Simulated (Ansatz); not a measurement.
System: GaN.

Input

```
crystal:
  lattice:
    - [0.0, 2.8785720675, 2.8785720675]
    - [2.8785720675, 0.0, 2.8785720675]
    - [2.8785720675, 2.8785720675, 0.0]
  atoms:
    - { symbol: Ga, position: [0.5, 0.5, 0.5] }
    - { symbol: Ga, position: [0.75, 0.75, 0.75] }
    - { symbol: "N", position: [0.25, 0.25, 0.25] }
    - { symbol: "N", position: [0.0, 0.0, 0.0] }
basis:
  ecutwfc: 420
kpoints:
  mp_grid: { grid: [14, 14, 14] }
hamiltonian:
  xc: pbe
scf:
  occupations: { method: gaussian, width: 0.1 }
output:
  forces: true
  stress: true
  eigenvalues: true
  write_density: true
  write_potential: true
  elf: true
  volumetric_format: npy
relax:
  adjacent_minimum: "off"
  f_tol: 0.01
  max_steps: 80
  cell: { stress_tol: 0.05 }
```

Launched as:

```sh
ansatz run input.yaml --threads 1 --pin off --max-ram 2560MiB --backend cpu --events-out ev --progress --plain --runs-dir out
```

Below, planes, directions and counts refer to the conventional cell (a = 5.75 Å, b = 5.75 Å, c = 5.75 Å, α = 90.00°, β = 90.00°, γ = 90.00°).

The fields are those of the relaxed geometry.

Space group Fd-3m; a structure generated by program, which may or may not match a known phase.

These are results of Ansatz 0.2.0, DFT PBE, scalar-relativistic, plane waves, PAW, not measurements.

### What can the converged valence pseudo-density and electron localisation function tell about the bonding?

Ga–Ga (2.49 Å): ρ at the midpoint is about 0.31 e/Å³; the ELF is about 0.40 at the midpoint.
Ga–N (2.49 Å): ρ at the midpoint is about 0.27 e/Å³; the ELF peaks at about 0.85 in the valence shell of N, 0.7 Å from its nucleus, and drops to about 0.25 between the two atoms: no shared electron pair shows on this line.

### Does the calculation give a band gap?

It is metallic or semimetallic at this level of theory: no gap opens.

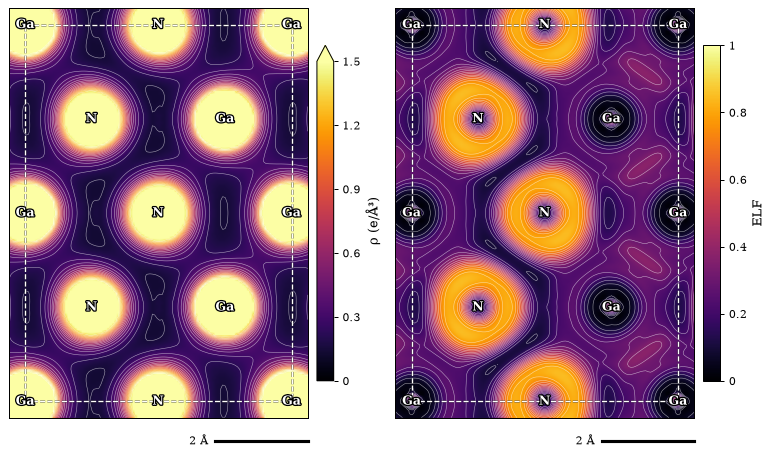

Computed valence pseudo-density and electron localisation function on the (101) plane of the conventional cell, in this order. 
